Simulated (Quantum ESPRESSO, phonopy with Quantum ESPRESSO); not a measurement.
# KCl (Fm-3m): a volume series of phonon spectra, part 6 of 8

Which modes of KCl drive its thermal expansion?

Experimental results on record:
- volume expansion coefficient 111.3 1e-6/K and heat capacity C_P per formula unit 51.7 J/mol/K near room temperature (given in “High-Throughput Prediction of Finite-Temperature Properties using the Quasi-Harmonic Approximation”, 2016, arXiv:1603.06924)
- volume expansion coefficient 114.9 1e-6/K near room temperature (given in “Descriptors for thermal expansion in solids”, 2017, arXiv:1701.03966)

Quantum ESPRESSO 7.5; DFT LDA, scalar-relativistic, plane waves, GBRV ultrasoft pseudopotentials.

So far. Step 5 (Zone-centre response): The Born charges sum to zero within 0.014 e; the rest is removed before use. Acoustic frequencies in this log differ from zero by the error of the sum rule, which ph.x does not impose. Step 6 (Forces on a displaced cell): At this level the gap is 5.16 eV on the k-mesh of the self-consistent run, which can miss the band edges.

### Step 8. Lattice dynamics at this volume, V/V0 1

This step: DFT LDA, scalar-relativistic, plane waves, GBRV ultrasoft pseudopotentials (phonopy with Quantum ESPRESSO 4.10.0 / 7.5).

The job ended after 2 min (4 threads of AMD EPYC 9R45, shared host; 7.4 min of CPU time).

This step gave:

| Quantity | Value |
| --- | --- |
| point group | m-3m |
| highest frequency | 225.4 cm⁻¹ |
| Debye temperature from the second moment | 254 K |
| lowest frequency on the path | 0 cm⁻¹ |
| zero-point energy | 0.04841 eV/cell |
| Γ frequencies | 0, 0, 0, 166.9, 166.9, 166.9 cm⁻¹ (negative: imaginary) |

Phonopy, LO-TO term from ph.x's tensors. Phonon branches along the path, in cm⁻¹:

| point | branch 1 | branch 2 | branch 3 | branch 4 | branch 5 | branch 6 |
| --- | --- | --- | --- | --- | --- | --- |
| Γ | 0 | 0 | 0 | 167 | 167 | 225 |
| X | 55 | 55 | 104 | 172 | 172 | 178 |
| U | 80 | 93 | 105 | 160 | 167 | 178 |
| jump to K | 80 | 93 | 105 | 160 | 167 | 178 |
| Γ | 0 | 0 | 0 | 167 | 167 | 225 |
| L | 120 | 120 | 129 | 129 | 161 | 170 |
| W | 83 | 83 | 131 | 133 | 176 | 176 |
| X | 55 | 55 | 104 | 172 | 172 | 178 |

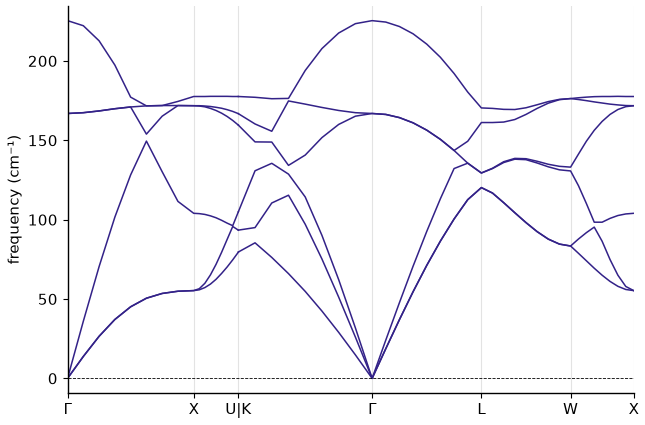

Phonon branches along the path.

Harmonic. Thermo, by row:

| T (K) | F_vib (meV/atom) | S (J/mol-atom/K) | C_V (J/mol-atom/K) |
| --- | --- | --- | --- |
| 0 | 24.2 | 0 | 0 |
| 50 | 23.5 | 4.617 | 9.551 |
| 100 | 18.52 | 14.52 | 18.55 |
| 150 | 8.78 | 22.75 | 21.73 |
| 200 | -4.75 | 29.2 | 23.05 |
| 250 | -21.28 | 34.42 | 23.7 |
| 300 | -40.27 | 38.78 | 24.07 |
| 350 | -61.36 | 42.51 | 24.29 |
| 400 | -84.24 | 45.76 | 24.44 |
| 450 | -108.7 | 48.65 | 24.55 |
| 500 | -134.6 | 51.23 | 24.62 |
| 550 | -161.8 | 53.58 | 24.67 |
| 600 | -190.1 | 55.73 | 24.72 |
| 650 | -219.5 | 57.71 | 24.75 |
| 700 | -249.9 | 59.55 | 24.77 |
| 750 | -281.2 | 61.26 | 24.8 |
| 800 | -313.4 | 62.86 | 24.81 |
| 850 | -346.3 | 64.36 | 24.83 |
| 900 | -380.1 | 65.78 | 24.84 |
| 950 | -414.5 | 67.12 | 24.85 |
| 1000 | -449.6 | 68.4 | 24.86 |

The modes has structure finer than the step of the table below, so its rows give means over 20 cm⁻¹, whole bins alone (the curve runs from -10 to 241 cm⁻¹). Peaks (cm⁻¹: height): Cl 84.9: 0.0207, 95.9: 0.0207, 129.1: 0.027, 173.4: 0.0570; K 84.9: 0.0230, 105.4: 0.0251, 116.5: 0.0267, 173.4: 0.0635.

Phonopy on the run's constants, 17x17x17 mesh, Gaussian sigma 2.0 cm⁻¹. The modes by wavenumber; means over each step; values in 1/cm⁻¹/cell:

| wavenumber (cm⁻¹) | Cl | K |
| --- | --- | --- |
| 0 | 1.9e-5 | 2.2e-5 |
| 20 | 6.3e-4 | 6.9e-4 |
| 40 | 0.00299 | 0.00327 |
| 60 | 0.0116 | 0.0125 |
| 80 | 0.0159 | 0.0176 |
| 100 | 0.0167 | 0.0211 |
| 120 | 0.0158 | 0.0168 |
| 140 | 0.0233 | 0.0163 |
| 160 | 0.0328 | 0.0286 |
| 180 | 0.0253 | 0.0281 |
| 200 | 0.00366 | 0.00378 |
| 220 | 0.00131 | 0.00124 |

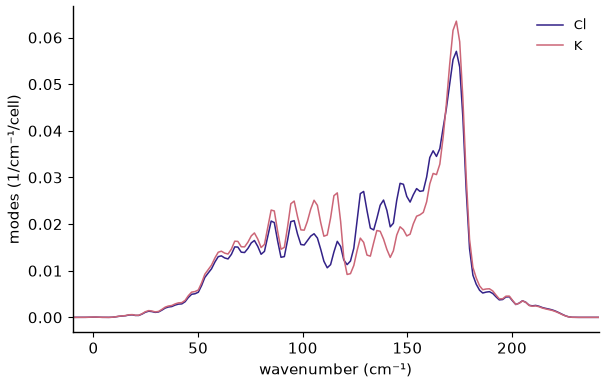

Modes against wavenumber.

No LO-TO term. Modes at Γ, with each element's share of the kinetic energy:

| mode | frequency (cm⁻¹) | symmetry | K % | Cl % |
| --- | --- | --- | --- | --- |
| 1 | 0.0 | T1u | 52 | 48 |
| 2 | 0.0 | T1u | 52 | 48 |
| 3 | 0.0 | T1u | 52 | 48 |
| 4 | 166.9 | T1u | 48 | 52 |
| 5 | 166.9 | T1u | 48 | 52 |
| 6 | 166.9 | T1u | 48 | 52 |

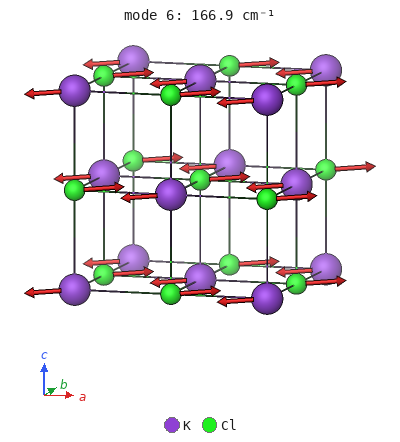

Displacement patterns of mode 6 at Γ; arrows are exaggerated. Some periodic images of atoms are drawn too.

No mode is imaginary beyond numerical noise along the path.

The time given is that of the 2 pw.x runs on displaced cells behind this step.

### Step 9. Self-consistent run, V/V0 1.015

A tight ground state at this cell gives the energy of this member; its pressure is the stress at this cutoff, which can carry an offset from the finite basis.

This step: DFT LDA, scalar-relativistic, plane waves, GBRV ultrasoft pseudopotentials (Quantum ESPRESSO 7.5).

System of this step: KCl. The structure is cubic, space group Fm-3m (No. 225). Conventional cell: a = 6.078 Å, b = 6.078 Å, c = 6.078 Å, α = 90.00°, β = 90.00°, γ = 90.00°. K has 6 Cl at 3.04 Å nearest. Nearest to Cl lie 6 K at 3.04 Å. Farther neighbours and most contacts between anions are not listed.

Input file scf.in:

```
&CONTROL
  calculation = 'scf'
  prefix      = 'x'
  outdir      = './tmp'
  pseudo_dir  = './pseudo'
  tprnfor     = .true.
  tstress     = .true.
/
&SYSTEM
  ibrav       = 0
  nat         = 2
  ntyp        = 2
  ecutwfc     = 40.0
  ecutrho     = 240.0
  occupations = 'fixed'
  nbnd        = 10
/
&ELECTRONS
  conv_thr         = 1.0d-12
  mixing_beta      = 0.7
  electron_maxstep = 100
/
ATOMIC_SPECIES
 K      39.0983  K.upf
 Cl     35.4500  Cl.upf
CELL_PARAMETERS angstrom
     0.000000000    3.038820593    3.038820593
     3.038820593    0.000000000    3.038820593
     3.038820593    3.038820593    0.000000000
ATOMIC_POSITIONS crystal
 K      0.000000000   0.000000000   0.000000000
 Cl     0.500000000   0.500000000   0.500000000
K_POINTS automatic
 6 6 6 0 0 0
```

The run is started by

```console
> OMP_NUM_THREADS=1 mpirun -n 4 pw.x -nk 4 -in scf.in > scf.out
```

What it wrote:

```text
[banner, memory and clock lines left out]
Program PWSCF v.7.5

     Message from routine setup:
     using ibrav=0 with symmetry is DISCOURAGED, use correct ibrav instead

     G-vector sticks info

     bravais-lattice index     =            0
     lattice parameter (alat)  =       8.1212  a.u.
     unit-cell volume          =     378.7405 (a.u.)^3
     number of atoms/cell      =            2
     number of atomic types    =            2
     number of electrons       =        16.00
[...]
Total force =     0.000000     Total SCF correction =     0.000000

     Computing stress (Cartesian axis) and pressure

     negative rho (up, down):  1.376E-02 0.000E+00
          total   stress  (Ry/bohr**3)                   (kbar)     P=       -7.67
  -0.00005211   0.00000000   0.00000000           -7.67        0.00        0.00
   0.00000000  -0.00005211   0.00000000            0.00       -7.67        0.00
   0.00000000   0.00000000  -0.00005211            0.00        0.00       -7.67

     XML data file, charge density, pseudopotentials, collected wavefunctions
[key lines of the parts left out:]
!    total energy              =     -90.54174252 Ry
convergence has been achieved in  13 iterations
```

Run time: 2.9 s. Hardware: 4 MPI ranks.

At this level the gap is 5.11 eV on the k-mesh of the self-consistent run, which can miss the band edges.

### Step 10. Born charges and dielectric tensor

In a polar crystal the Born charges and ε∞ give the long-range dipole term that a finite supercell misses. They are those of this k-mesh and were not tested on a denser one; where the gap is small they converge slowly, and the LO modes with them.

Input file ph.in:

```
phonons
&INPUTPH
  prefix = 'x'
  outdir = './tmp'
  fildyn = 'x.dyn'
  tr2_ph = 1.0d-18
  epsil  = .true.
/
0.000000000 0.000000000 0.000000000
```

scf.in is that of step 9.

The run is started by

```console
> OMP_NUM_THREADS=1 mpirun -n 4 ph.x -nk 4 -in ph.in > ph.out
```

What it wrote:

```text
[banner, memory and clock lines left out]
Program PHONON v.7.5

     ./tmp/x.save/

     IMPORTANT: XC functional enforced from input :
     Exchange-correlation= PZ
                           (   1   1   0   0   0   0   0)
     Any further DFT definition will be discarded
     Please, verify this is what you really want

     G-vector sticks info

     negative rho (up, down):  1.376E-02 0.000E+00
     Reading collected, re-writing distributed wavefunctions in ./tmp/

     Number and degeneracy of irreps per q-point
       N         xq(1)         xq(2)         xq(3)   N irreps
[...]
freq (    1) =      -0.270929 [THz] =      -9.037222 [cm-1]
     freq (    2) =      -0.270929 [THz] =      -9.037222 [cm-1]
     freq (    3) =      -0.270929 [THz] =      -9.037222 [cm-1]
     freq (    4) =       4.832245 [THz] =     161.186355 [cm-1]
     freq (    5) =       4.832245 [THz] =     161.186355 [cm-1]
     freq (    6) =       4.832245 [THz] =     161.186355 [cm-1]
 **************************************************************************

     Mode symmetry, O_h (m-3m)  point group:

     freq (   1-   3) =         -9.0  [cm-1]   --> T_1u G_15  G_4- I
     freq (   4-   6) =        161.2  [cm-1]   --> T_1u G_15  G_4- I
```

Elapsed: 21 s, on 4 MPI ranks; 81 s of CPU time.

The Born charges sum to zero within 0.014 e; the rest is removed before use. Acoustic frequencies in this log differ from zero by the error of the sum rule, which ph.x does not impose.

### Step 11. A displaced supercell

One atom (for the harmonic constants) or a pair of atoms (for the cubic ones) is moved by a few hundredths of an ångström; the forces on all atoms give a column of force constants. The threshold is tight because the forces are small.

System of this step: KCl. It takes space group Imm2 (No. 44, orthorhombic). Conventional cell: a = 8.595 Å, b = 12.155 Å, c = 8.595 Å, α = 90.00°, β = 90.00°, γ = 90.00°. K has 6 Cl at 3.02 to 3.05 Å nearest. Nearest to K lie 6 Cl at 3.04 Å. K has 6 Cl at 3.04 Å nearest. Nearest to Cl lie 6 K at 3.04 Å. Farther neighbours and most contacts between anions are not listed.

Input file disp-00001.in:

```
&CONTROL
  calculation = 'scf'
  prefix      = 'x'
  outdir      = './tmp'
  pseudo_dir  = './pseudo'
  tprnfor     = .true.
  disk_io     = 'none'
/
&SYSTEM
  ibrav       = 0
  nat         = 16
  ntyp        = 2
  ecutwfc     = 40.0
  ecutrho     = 240.0
  occupations = 'fixed'
  nbnd        = 66
/
&ELECTRONS
  conv_thr         = 1.0d-11
  mixing_beta      = 0.7
  electron_maxstep = 100
/
ATOMIC_SPECIES
 K      39.0983  K.upf
 Cl     35.4500  Cl.upf
CELL_PARAMETERS angstrom
     0.000000000    6.077641185    6.077641185
     6.077641185    0.000000000    6.077641185
     6.077641185    6.077641185    0.000000000
ATOMIC_POSITIONS crystal
 K      0.002326912   0.000000000   0.000000000
 K      0.500000000   0.000000000   0.000000000
 K      0.000000000   0.500000000   0.000000000
 K      0.500000000   0.500000000   0.000000000
 K      0.000000000   0.000000000   0.500000000
 K      0.500000000   0.000000000   0.500000000
 K      0.000000000   0.500000000   0.500000000
 K      0.500000000   0.500000000   0.500000000
 Cl     0.250000000   0.250000000   0.250000000
 Cl     0.750000000   0.250000000   0.250000000
 Cl     0.250000000   0.750000000   0.250000000
 Cl     0.750000000   0.750000000   0.250000000
 Cl     0.250000000   0.250000000   0.750000000
 Cl     0.750000000   0.250000000   0.750000000
 Cl     0.250000000   0.750000000   0.750000000
 Cl     0.750000000   0.750000000   0.750000000
K_POINTS automatic
 3 3 3 0 0 0
```

The run is started by

```console
> OMP_NUM_THREADS=1 mpirun -n 2 pw.x -nk 2 -in disp-00001.in > disp-00001.out
```

What it wrote:

```text
[banner, memory and clock lines left out]
Program PWSCF v.7.5

     Message from routine setup:
     using ibrav=0 with symmetry is DISCOURAGED, use correct ibrav instead

     G-vector sticks info

     bravais-lattice index     =            0
     lattice parameter (alat)  =      16.2424  a.u.
     unit-cell volume          =    3029.9242 (a.u.)^3
     number of atoms/cell      =           16
     number of atomic types    =            2
     number of electrons       =       128.00
[...]
atom    1 type  1   force =    -0.00000000   -0.00134390   -0.00134390
     atom    2 type  1   force =     0.00000000    0.00026693    0.00026693
     atom    3 type  1   force =     0.00018950   -0.00002489    0.00007749
[...]
atom   15 type  2   force =     0.00000105    0.00003674    0.00003674
     atom   16 type  2   force =     0.00000057   -0.00002029   -0.00002029

     Total force =     0.002179     Total SCF correction =     0.000000
     Message from routine punch:
     Nothing written, as per user request (disk_io='none')
[key lines of the parts left out:]
!    total energy              =    -724.33391478 Ry
convergence has been achieved in  17 iterations
```

It took 1.9 min on 2 MPI ranks.

### Step 12. Lattice dynamics at this volume, V/V0 1.015

This step: DFT LDA, scalar-relativistic, plane waves, GBRV ultrasoft pseudopotentials (phonopy with Quantum ESPRESSO 4.10.0 / 7.5).

Elapsed: 1.9 min, on 4 threads; 7.7 min of CPU time.

No mode is imaginary beyond numerical noise along the path. The highest zone-centre mode (no LO–TO term) moved by -3.3 % for a volume change of +1.5 %.

The time given is that of the 2 pw.x runs on displaced cells behind this step.

### Step 13. Self-consistent run, V/V0 0.985

A tight ground state at this cell gives the energy of this member; its pressure is the stress at this cutoff, which can carry an offset from the finite basis.

This step: DFT LDA, scalar-relativistic, plane waves, GBRV ultrasoft pseudopotentials (Quantum ESPRESSO 7.5).

System of this step: KCl. It takes space group Fm-3m (No. 225, cubic). The conventional cell has a = 6.017 Å, b = 6.017 Å, c = 6.017 Å, α = 90.00°, β = 90.00°, γ = 90.00°. Nearest to K lie 6 Cl at 3.01 Å. Nearest to Cl lie 6 K at 3.01 Å. Farther neighbours and most contacts between anions are not listed.

scf.in, as its differences from that of step 10:

```diff
@@ -26,5 +26,5 @@
 CELL_PARAMETERS angstrom
-     0.000000000    3.038820593    3.038820593
-     3.038820593    0.000000000    3.038820593
-     3.038820593    3.038820593    0.000000000
+     0.000000000    3.008581566    3.008581566
+     3.008581566    0.000000000    3.008581566
+     3.008581566    3.008581566    0.000000000
 ATOMIC_POSITIONS crystal
```

The run is started by

```console
> OMP_NUM_THREADS=1 mpirun -n 4 pw.x -nk 4 -in scf.in > scf.out
```

What it wrote:

```text
[banner, memory and clock lines left out]
Program PWSCF v.7.5

     Message from routine setup:
     using ibrav=0 with symmetry is DISCOURAGED, use correct ibrav instead

     G-vector sticks info

     bravais-lattice index     =            0
     lattice parameter (alat)  =       8.0404  a.u.
     unit-cell volume          =     367.5462 (a.u.)^3
     number of atoms/cell      =            2
     number of atomic types    =            2
     number of electrons       =        16.00
[...]
Total force =     0.000000     Total SCF correction =     0.000000

     Computing stress (Cartesian axis) and pressure

     negative rho (up, down):  1.406E-02 0.000E+00
          total   stress  (Ry/bohr**3)                   (kbar)     P=        0.02
   0.00000016  -0.00000000   0.00000000            0.02       -0.00        0.00
  -0.00000000   0.00000016   0.00000000           -0.00        0.02        0.00
   0.00000000   0.00000000   0.00000016            0.00        0.00        0.02

     XML data file, charge density, pseudopotentials, collected wavefunctions
[key lines of the parts left out:]
!    total energy              =     -90.54150796 Ry
convergence has been achieved in  21 iterations
```

Wall time 3.4 s (4 MPI ranks).

The run ends at a pressure of 0.00 GPa.

### Step 14. Zone-centre response

In a polar crystal the Born charges and ε∞ give the long-range dipole term that a finite supercell misses. They are those of this k-mesh and were not tested on a denser one; where the gap is small they converge slowly, and the LO modes with them.

ph.in is that of step 10.

scf.in is that of step 13.

The run is started by

```console
> OMP_NUM_THREADS=1 mpirun -n 4 ph.x -nk 4 -in ph.in > ph.out
```

What it wrote:

```text
[banner, memory and clock lines left out]
Program PHONON v.7.5

     ./tmp/x.save/

     IMPORTANT: XC functional enforced from input :
     Exchange-correlation= PZ
                           (   1   1   0   0   0   0   0)
     Any further DFT definition will be discarded
     Please, verify this is what you really want

     G-vector sticks info

     negative rho (up, down):  1.406E-02 0.000E+00
     Reading collected, re-writing distributed wavefunctions in ./tmp/

     Number and degeneracy of irreps per q-point
       N         xq(1)         xq(2)         xq(3)   N irreps
[...]
freq (    1) =      -0.265706 [THz] =      -8.863014 [cm-1]
     freq (    2) =      -0.265706 [THz] =      -8.863014 [cm-1]
     freq (    3) =      -0.265706 [THz] =      -8.863014 [cm-1]
     freq (    4) =       5.170129 [THz] =     172.456951 [cm-1]
     freq (    5) =       5.170129 [THz] =     172.456951 [cm-1]
     freq (    6) =       5.170129 [THz] =     172.456951 [cm-1]
 **************************************************************************

     Mode symmetry, O_h (m-3m)  point group:

     freq (   1-   3) =         -8.9  [cm-1]   --> T_1u G_15  G_4- I
     freq (   4-   6) =        172.5  [cm-1]   --> T_1u G_15  G_4- I
```

Run time: 19 s. Hardware: 4 MPI ranks.

ε∞:

```
2.55 0.00 0.00
0.00 2.55 0.00
0.00 0.00 2.55
```

The Born charges sum to zero within 0.014 e; the rest is removed before use. Acoustic frequencies in this log differ from zero by the error of the sum rule, which ph.x does not impose.

### Step 15. A displaced supercell

One atom (for the harmonic constants) or a pair of atoms (for the cubic ones) is moved by a few hundredths of an ångström; the forces on all atoms give a column of force constants. The threshold is tight because the forces are small.

System of this step: KCl. The structure is orthorhombic, space group Imm2 (No. 44). The conventional cell has a = 8.510 Å, b = 12.034 Å, c = 8.510 Å, α = 90.00°, β = 90.00°, γ = 90.00°. K has 6 Cl at 2.99 to 3.02 Å nearest. Nearest to K lie 6 Cl at 3.01 Å. K has 6 Cl at 3.01 Å nearest. Cl has 6 K at 3.01 Å nearest. Farther neighbours and most contacts between anions are not listed.

disp-00001.in, as its differences from that of step 11:

```diff
@@ -26,7 +26,7 @@
 CELL_PARAMETERS angstrom
-     0.000000000    6.077641185    6.077641185
-     6.077641185    0.000000000    6.077641185
-     6.077641185    6.077641185    0.000000000
+     0.000000000    6.017163132    6.017163132
+     6.017163132    0.000000000    6.017163132
+     6.017163132    6.017163132    0.000000000
 ATOMIC_POSITIONS crystal
- K      0.002326912   0.000000000   0.000000000
+ K      0.002350300   0.000000000   0.000000000
  K      0.500000000   0.000000000   0.000000000
```

The run is started by

```console
> OMP_NUM_THREADS=1 mpirun -n 2 pw.x -nk 2 -in disp-00001.in > disp-00001.out
```

What it wrote:

```text
[banner, memory and clock lines left out]
Program PWSCF v.7.5

     Message from routine setup:
     using ibrav=0 with symmetry is DISCOURAGED, use correct ibrav instead

     G-vector sticks info

     bravais-lattice index     =            0
     lattice parameter (alat)  =      16.0807  a.u.
     unit-cell volume          =    2940.3698 (a.u.)^3
     number of atoms/cell      =           16
     number of atomic types    =            2
     number of electrons       =       128.00
[...]
atom    1 type  1   force =     0.00000000   -0.00150335   -0.00150335
     atom    2 type  1   force =     0.00000000    0.00027770    0.00027770
     atom    3 type  1   force =     0.00019492   -0.00002594    0.00008350
[...]
atom   15 type  2   force =     0.00000271    0.00002978    0.00002978
     atom   16 type  2   force =     0.00000072   -0.00002096   -0.00002096

     Total force =     0.002450     Total SCF correction =     0.000001
     Message from routine punch:
     Nothing written, as per user request (disk_io='none')
[key lines of the parts left out:]
!    total energy              =    -724.33202335 Ry
convergence has been achieved in  19 iterations
```

Elapsed: 1.8 min, on 2 MPI ranks; 3.7 min of CPU time.

### Step 16. Phonons, V/V0 0.985

This step: DFT LDA, scalar-relativistic, plane waves, GBRV ultrasoft pseudopotentials (phonopy with Quantum ESPRESSO 4.10.0 / 7.5).

It took 1.8 min on 4 threads.

Phonopy, LO-TO term from ph.x's tensors. Phonon branches along the path, in cm⁻¹:

| point | branch 1 | branch 2 | branch 3 | branch 4 | branch 5 | branch 6 |
| --- | --- | --- | --- | --- | --- | --- |
| Γ | 0 | 0 | 0 | 173 | 173 | 230 |
| X | 54 | 54 | 103 | 178 | 178 | 184 |
| U | 81 | 92 | 106 | 165 | 172 | 184 |
| jump to K | 81 | 92 | 106 | 165 | 172 | 184 |
| Γ | 0 | 0 | 0 | 173 | 173 | 230 |
| L | 124 | 124 | 134 | 134 | 165 | 174 |
| W | 82 | 82 | 135 | 137 | 183 | 183 |
| X | 54 | 54 | 103 | 178 | 178 | 184 |

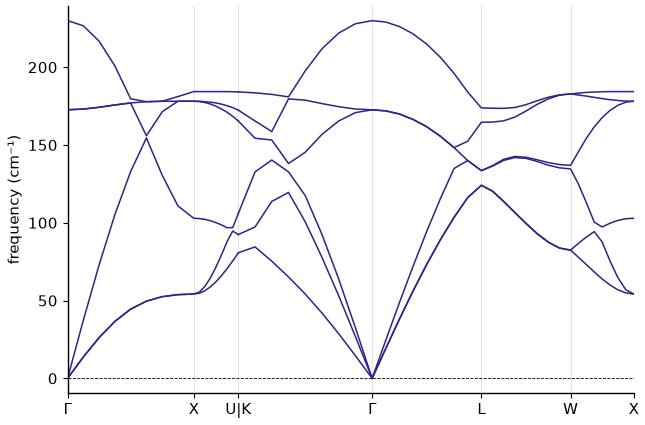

Phonon branches along the path.

No mode is imaginary beyond numerical noise along the path. The highest zone-centre mode (no LO–TO term) moved by +3.4 % for a volume change of -1.5 %.

The time given is that of the 2 pw.x runs on displaced cells behind this step.

[end of part 6 of 8]

[Logs are printed without paths, hosts, clocks, repeated set-up lines and the standing remarks that a program may print on its own settings, such as how far it seeks lower states.]

[Hosts, paths, dates, database ids (printed as entryN), source tags and the programs' standing remarks are cut or masked in the printed files.]

[A step with changed settings may run another functional than the one named; its input shows which.]

[Of the runs on displaced cells, only some may be shown.]
